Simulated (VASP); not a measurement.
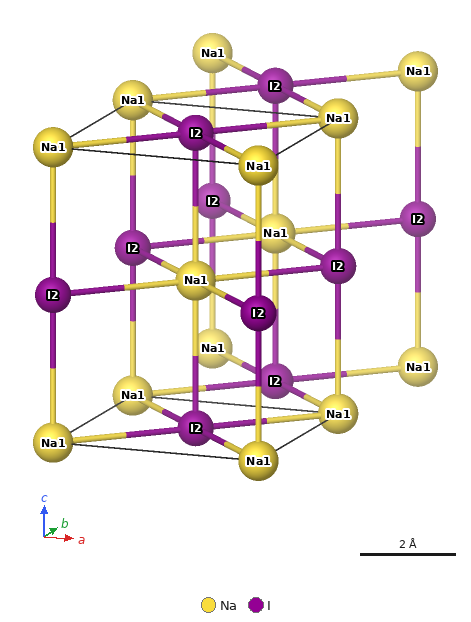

Fig. 1: The structure as given in the input (ball-and-stick view of the cell 2 times as large as that of the calculation, set on its symmetry axes, repeated 1 × 2 × 1, seen slightly off an axis; atoms are numbered from 1 in the order of the input). An atom can appear more than once, as a periodic image.

**Run report: NaI, single-point calculation**

System: NaI (I4/mmm, 2 atoms in the cell).
Method: Kohn-Sham DFT of a periodic cell, PBE, VASP PAW PBE potentials, recommended, no spin polarisation (VASP 6.6.1).

The structure was built on a prototype by a generator; it need not be a known phase. It belongs to a series of runs on one base structure; here: epitaxial_xy strain +1.8%.

OSZICAR:
```
N       E                     dE             d eps       ncg     rms          rms(c)
DAV:   1     0.830277771055E+02    0.83028E+02   -0.65347E+03  1666   0.889E+02
DAV:   2     0.115585449961E+01   -0.81872E+02   -0.76133E+02  1756   0.217E+02
DAV:   3    -0.529732134899E+01   -0.64532E+01   -0.64168E+01  2144   0.596E+01
DAV:   4    -0.545171178905E+01   -0.15439E+00   -0.15436E+00  2118   0.970E+00
DAV:   5    -0.545592694338E+01   -0.42152E-02   -0.42151E-02  2266   0.153E+00    0.161E+00
RMM:   6    -0.539190252110E+01    0.64024E-01   -0.57732E-02  1951   0.111E+00    0.111E+00
RMM:   7    -0.538331850491E+01    0.85840E-02   -0.72869E-02  2078   0.113E+00    0.545E-01
RMM:   8    -0.538512321590E+01   -0.18047E-02   -0.45852E-03  1864   0.688E-01    0.145E-01
RMM:   9    -0.538505861561E+01    0.64600E-04   -0.85696E-04  2226   0.254E-01    0.412E-02
RMM:  10    -0.538508093400E+01   -0.22318E-04   -0.17496E-04  2451   0.127E-01    0.329E-02
RMM:  11    -0.538508788032E+01   -0.69463E-05   -0.47912E-05  2382   0.601E-02    0.953E-03
RMM:  12    -0.538508813478E+01   -0.25446E-06   -0.85680E-06  2505   0.266E-02    0.737E-03
RMM:  13    -0.538508837163E+01   -0.23685E-06   -0.21206E-06  2561   0.116E-02    0.808E-03
RMM:  14    -0.538508839796E+01   -0.26329E-07   -0.15396E-07  1609   0.408E-03
   1 F= -.53850884E+01 E0= -.53850884E+01  d E =-.251433E-10
```

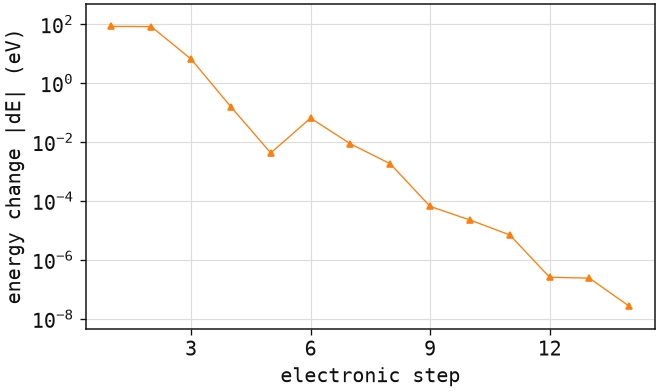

Fig. 2: Convergence of the self-consistent field: energy change |dE| against the electronic step. It takes 14 electronic steps. The density is held fixed in the first few steps, and dE rises again when its update begins.

Parts of OUTCAR:
```
PREC = Accurate
   ENCUT = 520
   EDIFF = 1E-7
   ISMEAR = -1
   LREAL = False
   LASPH = True
   NELM = 100
   ISIF = 2
   GGA = PE

 ion  position               nearest neighbor table
   1  0.000  0.000  0.000-
   2  0.500  0.500  0.500-

  LATTYP: Found a body centered tetragonal cell.
 ALAT       =     4.6492731726
 C/A-ratio  =     1.3773071719

  Lattice vectors:

 A1 = (   0.0000000000,  -3.2875325879,  -3.2017386423)
 A2 = (   0.0000000000,   3.2875325879,  -3.2017386423)
 A3 = (   3.2875325879,   0.0000000000,   3.2017386423)

Analysis of symmetry for initial positions (statically):
=====================================================================
 Subroutine PRICEL returns:
 Original cell was already a primitive cell.

 Routine SETGRP: Setting up the symmetry group for a
 body centered tetragonal supercell.

 Subroutine GETGRP returns: Found 16 space group operations
 (whereof 16 operations were pure point group operations)
 out of a pool of 16 trial point group operations.

The static configuration has the point symmetry D_4h.

Analysis of symmetry for dynamics (positions and initial velocities):
=====================================================================
 Subroutine PRICEL returns:
 Original cell was already a primitive cell.

 Routine SETGRP: Setting up the symmetry group for a
 body centered tetragonal supercell.

 Subroutine GETGRP returns: Found 16 space group operations
 (whereof 16 operations were pure point group operations)
 out of a pool of 16 trial point group operations.

The dynamic configuration has the point symmetry D_4h.

 Subroutine INISYM returns: Found 16 space group operations
 (whereof 16 operations are pure point group operations),
 and found     1 'primitive' translations

----------------------------------------------------------------------------------------

                                     Primitive cell

  volume of cell :      69.2080

  direct lattice vectors                    reciprocal lattice vectors
     0.000000000  3.287532588  3.201738642    -0.152089747  0.152089747  0.156165151
     3.287532588  0.000000000  3.201738642     0.152089747 -0.152089747  0.156165151
     3.287532588  3.287532588  0.000000000     0.152089747  0.152089747 -0.156165151

  length of vectors
     4.589008700  4.589008700  4.649273173     0.265800935  0.265800935  0.265800935

  position of ions in fractional coordinates (direct lattice)
     0.000000000  0.000000000  0.000000000
     0.500000000  0.500000000  0.500000000

  ion indices of the primitive-cell ions
   primitive index   ion index
                 1           1
                 2           2

----------------------------------------------------------------------------------------

 KPOINTS: Automatic mesh

Automatic generation of k-mesh.
 Grid dimensions read from file:
 generate k-points for:    8    8    8

 Generating k-lattice:

  Cartesian coordinates                     Fractional coordinates (reciprocal lattice)
    -0.019011218  0.019011218  0.019520644     0.125000000  0.000000000  0.000000000
     0.019011218 -0.019011218  0.019520644     0.000000000  0.125000000  0.000000000
     0.019011218  0.019011218 -0.019520644     0.000000000  0.000000000  0.125000000

  Length of vectors
     0.033225117  0.033225117  0.033225117

  Shift w.r.t. Gamma in fractional coordinates (k-lattice)
     0.000000000  0.000000000  0.000000000

 Subroutine IBZKPT returns following result:
 ===========================================

 Found     59 irreducible k-points:

 Following reciprocal coordinates:
            Coordinates               Weight
  0.000000  0.000000  0.000000      1.000000
  0.125000  0.000000  0.000000      8.000000
  0.250000  0.000000  0.000000      8.000000
  0.375000  0.000000  0.000000      8.000000
  0.500000  0.000000  0.000000      4.000000
  0.125000  0.125000  0.000000      2.000000
  0.250000  0.125000  0.000000      8.000000
  0.375000  0.125000  0.000000      8.000000
  0.500000  0.125000  0.000000      8.000000
 -0.375000  0.125000  0.000000      8.000000
 -0.250000  0.125000  0.000000      8.000000
 -0.125000  0.125000  0.000000      4.000000
  0.250000  0.250000  0.000000      2.000000
  0.375000  0.250000  0.000000      8.000000
  0.500000  0.250000  0.000000      8.000000
 -0.375000  0.250000  0.000000      8.000000
 -0.250000  0.250000  0.000000      4.000000
  0.375000  0.375000  0.000000      2.000000
  0.500000  0.375000  0.000000      8.000000
 -0.375000  0.375000  0.000000      4.000000
  0.500000  0.500000  0.000000      1.000000
  0.125000  0.000000  0.125000      4.000000
  0.250000  0.000000  0.125000     16.000000
  0.375000  0.000000  0.125000     16.000000
 [... further k-points ...]
   k-points           NKPTS =     59   k-points in BZ     NKDIM =     59   number of bands    NBANDS=     14
   number of dos      NEDOS =    301   number of ions     NIONS =      2
   total plane-waves  NPLWV =  46656
   dimension x,y,z NGX =    36 NGY =   36 NGZ =   36
   dimension x,y,z NGXF=    72 NGYF=   72 NGZF=   72
   ions per type =               1   1
   NGX,Y,Z   is equivalent  to a cutoff of  13.04, 13.04, 12.87 a.u.
   NGXF,Y,Z  is equivalent  to a cutoff of  26.08, 26.08, 25.75 a.u.
 SYSTEM =  unknown system
   PREC   = accura    normal or accurate (medium, high low for compatibility)
   ISTART =      0    job   : 0-new  1-cont  2-samecut
   ICHARG =      2    charge: 1-file 2-atom 10-const
   ISPIN  =      1    spin polarized calculation?
   LNONCOLLINEAR =      F non collinear calculations
   LSORBIT =      F    spin-orbit coupling
   LASPH  =      T    aspherical Exc in radial PAW
   ENCUT  =  520.0 eV  38.22 Ry    6.18 a.u.   8.53  8.53  8.64*2*pi/ulx,y,z
   NELM   =    100;   NELMIN=  2; NELMDL= -5     # of ELM steps
   EDIFF  = 0.1E-06   stopping-criterion for ELM
   LREAL  =      F    real-space projection
   EDIFFG = 0.1E-05   stopping-criterion for IOM
   NSW    =      0    number of steps for IOM
   IBRION =     -1    ionic relax: 0-MD 1-quasi-New 2-CG
   NFREE  =      0    steps in history (QN), initial steepest desc. (CG)
   ISIF   =      2    stress and relaxation
   ISYM   =      2    0-nonsym 1-usesym 2-fastsym
   POTIM  = 0.5000    time-step for ionic-motion
   TEBEG  =    0.0;   TEEND  =   0.0 temperature during run
   PSTRESS=    0.0 pullay stress
   NELECT =      14.0000    total number of electrons
   NUPDOWN=      -1.0000    fix difference up-down
   EMIN   =  10.00;   EMAX   =-10.00  energy-range for DOS
   EFERMI =   0.00;   METHOD = LEGACY
   ISMEAR =    -1;   SIGMA  =   0.02  broadening in eV -4-tet -1-fermi 0-gaus
   EFERMI_NEDOS =   21; number of points for ismear=-14 and -15
   IALGO  =     68    algorithm
   IMIX   =      4    mixing-type and parameters
     AMIX     =   0.40;   BMIX     =  1.00
     AMIX_MAG =   1.60;   BMIX_MAG =  1.00
  volume/ion in A,a.u.               =      34.60       233.52
  Fermi-wavevector in a.u.,A,eV,Ry     =   0.961019  1.816063 12.565774  0.923558
  Thomas-Fermi vector in A             =   2.090355
   LORBIT       =      0    0 simple, 1 ext, 2 COOP (PROOUT), +10 PAW based schemes
   GGA     = PE    functional components
   LHFCALC =     F    Hartree Fock is set to
   AEXX    =    0.0000 exact exchange contribution
   IVDW    =     0    specifies the selected vdW correction
   LEPSILON=     F    determine dielectric tensor
   LRPA    =     F    only Hartree local field effects (RPA)
 non-spin polarized calculation
 RMM-DIIS sequential band-by-band and
  energy-cutoff  :      520.00
  volume of cell :       69.21
 maximum number of plane-waves:      1884
 NGX is ok and might be reduce to    36
   NGX = 17   NGY = 17   NGZ = 17

 number of electron      13.9999994 magnetization

 Free energy of the ion-electron system (eV)
  ---------------------------------------------------
  ext. energy  EPLUGINS =         0.00000000
  ---------------------------------------------------
  free energy    TOTEN  =        -5.38508840 eV

  energy without entropy =       -5.38508840  energy(sigma->0) =       -5.38508840

 E-fermi :   1.0636     XC(G=0):  -7.6211     alpha+bet : -7.6426

 val. band max:        0.6767948413   @ k =   0.0000   0.0000   0.0000
 cond. band min:       4.2537489271   @ k =   0.0000   0.0000   0.0000
 fundamental gap:      3.5769540858
 Fermi energy:         1.0635539174

 k-point     1 :       0.0000    0.0000    0.0000
  band No.  band energies     occupation
      1     -21.7989      2.00000
      2     -21.7989      2.00000
      3     -21.7964      2.00000
      4     -10.3010      2.00000
      5       0.6414      2.00000
      6       0.6768      2.00000
      7       0.6768      2.00000
      8       4.2537      0.00000
      9       8.5405      0.00000
     10       8.5405      0.00000
     11       8.7106      0.00000
     12      10.2361      0.00000
     13      10.5156      0.00000
     14      11.0897      0.00000

 k-point     2 :       0.1250    0.0000    0.0000
  band No.  band energies     occupation
      1     -21.7994      2.00000
      2     -21.7990      2.00000
      3     -21.7967      2.00000
      4     -10.2605      2.00000
      5       0.2191      2.00000
      6       0.6172      2.00000
      7       0.6291      2.00000
      8       4.7633      0.00000
      9       8.2272      0.00000
     10       8.6759      0.00000
     11       8.8083      0.00000
     12       9.8474      0.00000
     13      10.0517      0.00000
     14      11.5520      0.00000

 k-point     3 :       0.2500    0.0000    0.0000
  band No.  band energies     occupation
      1     -21.8008      2.00000
      2     -21.7991      2.00000
      3     -21.7970      2.00000
      4     -10.1591      2.00000
      5      -0.5836      2.00000
      6       0.5193      2.00000
      7       0.5304      2.00000
      8       5.5406      0.00000
      9       8.1205      0.00000
     10       8.5099      0.00000
     11       8.7218      0.00000
     12      10.1491      0.00000
     13      10.1881      0.00000
     14      11.0282      0.00000

 k-point     4 :       0.3750    0.0000    0.0000
  band No.  band energies     occupation
      1     -21.8023      2.00000
      2     -21.7993      2.00000
      3     -21.7972      2.00000
      4     -10.0521      2.00000
      5      -1.2118      2.00000
      6       0.4165      2.00000
      7       0.4488      2.00000
      8       5.7617      0.00000
      9       8.1365      0.00000
     10       8.3420      0.00000
     11       8.8433      0.00000
     12      10.7192      0.00000
     13      11.3498      0.00000
     14      11.3904      0.00000

 k-point     5 :       0.5000    0.0000    0.0000
  band No.  band energies     occupation
      1     -21.8030      2.00000
      2     -21.7993      2.00000
      3     -21.7973      2.00000
      4     -10.0060      2.00000
      5      -1.4437      2.00000
      6       0.3757      2.00000
      7       0.4162      2.00000
      8       5.7515      0.00000
      9       7.9927      0.00000
     10       8.1994      0.00000
     11       9.2459      0.00000
     12      10.9224      0.00000
     13      12.7495      0.00000
     14      12.9526      0.00000

 [... the levels of 18 k-points are left out ...]

 k-point    24 :       0.3750    0.0000    0.1250
  band No.  band energies     occupation
      1     -21.8018      2.00000
      2     -21.7994      2.00000
      3     -21.7973      2.00000
      4     -10.0652      2.00000
      5      -0.9897      2.00000
      6       0.2903      2.00000
      7       0.3455      2.00000
      8       6.0854      0.00000
      9       7.6652      0.00000
     10       8.1917      0.00000
     11       8.7970      0.00000
     12      10.6438      0.00000
     13      11.6691      0.00000
     14      11.7526      0.00000

 [... further k-points ...]

------------------------ aborting loop because EDIFF is reached ----------------------------------------

  FORCE on cell =-STRESS in cart. coord.  units (eV):
  Direction    XX          YY          ZZ          XY          YZ          ZX
  --------------------------------------------------------------------------------------
  -------------------------------------------------------------------------------------
  Total       -0.0366758     -0.0366758      0.2335397      0.0000000     -0.0000000     -0.0000000
  in kB       -0.8490522     -0.8490522      5.4064885      0.0000000     -0.0000000     -0.0000000
  external PRESSURE =       1.2361280 kB  Pullay stress =       0.0000000 kB

 VOLUME and BASIS-vectors are now :
 -----------------------------------------------------------------------------
  energy-cutoff  :      520.00
  volume of cell :       69.21
      direct lattice vectors                 reciprocal lattice vectors
     0.000000000  3.287532588  3.201738642    -0.152089747  0.152089747  0.156165151
     3.287532588  0.000000000  3.201738642     0.152089747 -0.152089747  0.156165151
     3.287532588  3.287532588  0.000000000     0.152089747  0.152089747 -0.156165151

 POSITION                                       TOTAL-FORCE (eV/Angst)
 -----------------------------------------------------------------------------------
      0.00000      0.00000      0.00000        -0.000000      0.000000      0.000000
      3.28753      3.28753      3.20174         0.000000     -0.000000      0.000000
 -----------------------------------------------------------------------------------
    total drift:                                0.000000      0.000000      0.000000

  FREE ENERGIE OF THE ION-ELECTRON SYSTEM (eV)
  ---------------------------------------------------
  free  energy   TOTEN  =        -5.3850883980 eV

  energy  without entropy=       -5.3850883979  energy(sigma->0) =       -5.38508840
```

CONTCAR:
```
NaI
   1.00000000000000
     0.0000000000000000    3.2875325878999999    3.2017386423000000
     3.2875325878999999    0.0000000000000000    3.2017386423000000
     3.2875325878999999    3.2875325878999999    0.0000000000000000
  Na              I
     1     1
Direct
     0.0000000000000000    0.0000000000000000    0.0000000000000000
     0.5000000000000000    0.5000000000000000    0.5000000000000000

  0.00000000E+00  0.00000000E+00  0.00000000E+00
  0.00000000E+00  0.00000000E+00  0.00000000E+00
```

This output came from the following input.

INCAR:
```
  PREC = Accurate
  ENCUT = 520
  EDIFF = 1E-7
  ISMEAR = -1
  SIGMA = 0.02
  LREAL = False
  LASPH = True
  NELM = 100
  ALGO = Fast
  ISIF = 2
  LWAVE = False
  LCHARG = False
  GGA = PE
  NBANDS = 14
```

KPOINTS:
```
Automatic mesh
0
Gamma
  8 8 8
```

POSCAR:
```
NaI
1.0
    0.0000000000      3.2875325879      3.2017386423
    3.2875325879      0.0000000000      3.2017386423
    3.2875325879      3.2875325879      0.0000000000
Na I
1 1
Direct
    0.0000000000      0.0000000000      0.0000000000
    0.5000000000      0.5000000000      0.5000000000
```

Command:
```bash
cat potpaw_PBE.64/Na_pv/POTCAR potpaw_PBE.64/I/POTCAR > POTCAR
mpirun -np 1 vasp_std > vasp.out
```

Key numbers:

- outcome: converged
- space group (tolerance 0.01 Å): I4/mmm (139)
- electrons treated: 14
- free energy: −5.3851 eV
- gap on the k-point mesh: 3.58 eV
- pressure: 0.12 GPa
- largest force (length of the vector): under 0.001 eV/Å
- hardware: 1 thread of Intel Xeon (Emerald Rapids), 450 GiB of memory available, shared host
- wall time: 51 s
- peak memory: 0.23 GiB
